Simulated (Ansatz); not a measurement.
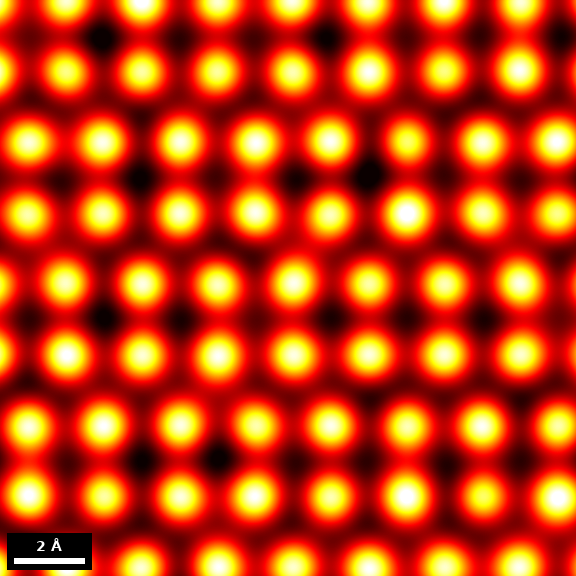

HAADF-like image of Cr (Fddd, No. 70) along [110]. Simulated incoherent Z contrast: every atom adds Z^1.7 spread by a probe of 1.30 Å full width; channelling and multiple scattering are left out. The probe carries 15 % of its weight in a tail 2.5 times as wide. The speckle of an amorphous layer was added. Structure used: the input geometry of an electronic-structure calculation (not necessarily at equilibrium); the starting structure was generated, so it need not be a known form of this composition.

> What can be read from this image?

The columns repeat on a centred rectangular net of 2.15 × 8.05 Å (plane group c2mm). All columns are alike (Cr). The shortest distance between visible columns is 2.01 Å in projection. Along the beam the structure repeats every 2.72 Å.
